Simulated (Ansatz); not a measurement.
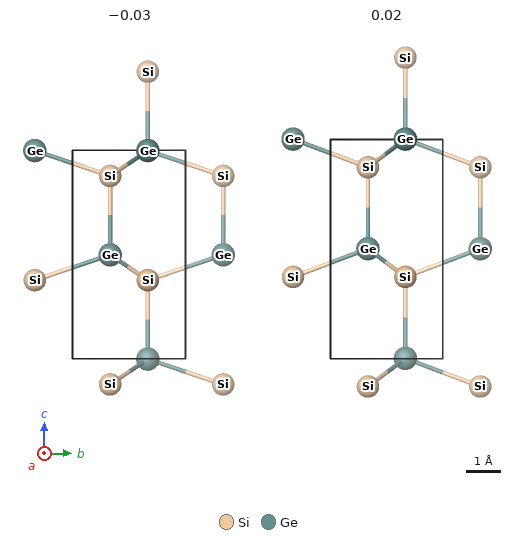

Crystalline SiGe (set up in P6_3mc), under uniaxial strain along c (a, b and atoms relaxed), with energies (extrapolated to zero smearing) counted from the relaxed crystal, which is the row at zero. The picture shows the first and the last member. The picture is a ball-and-stick view of the cell of the calculation, seen along the a axis.

Computed with Ansatz 0.2.0: DFT r2SCAN, scalar-relativistic, plane waves, PAW. (plane-wave cutoff 500 eV; k-point mesh 12 × 12 × 4; occupations gaussian; smearing width 0.02 eV; no spin polarisation; force threshold 0.008 eV/Å)

```
strain  energy (meV/atom)  a (Å)  c (Å)  band gap (eV)
 −0.03              12.53  3.919  6.260           0.48
 −0.02                  ?      ?      ?              ?
 −0.01               1.35  3.909  6.389           0.61
   0.0               0.00  3.904  6.454           0.66
  0.01               1.30  3.900  6.518           0.65
  0.02               5.11  3.896  6.583           0.60
```

Q: Estimate the missing row from the others, and compare with the calculation.

A: A parabola through three neighbouring rows (−0.03, −0.01, 0.0) gives, with Lagrange weights, (0.3333)(12.53) + (1.0000)(1.35) + (−0.3333)(0.00) = 5.53 meV/atom. The calculation gives 5.49 meV/atom (a = 3.914 Å, c = 6.325 Å). The estimate is 0.04 meV/atom too high. For the gap a parabola through the rows −0.03, −0.01, 0.0 gives 0.55 eV, and the calculation 0.55 eV (semilocal gaps, lower than measured ones as a rule). From the first member to the last: Ge–Si 2.369 → 2.447 Å, Ge–Si 2.387 → 2.403 Å.

The whole series:

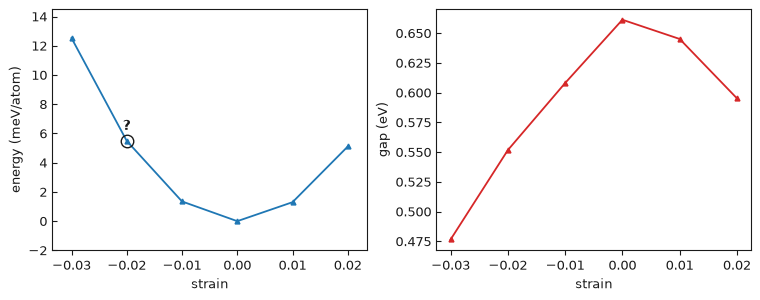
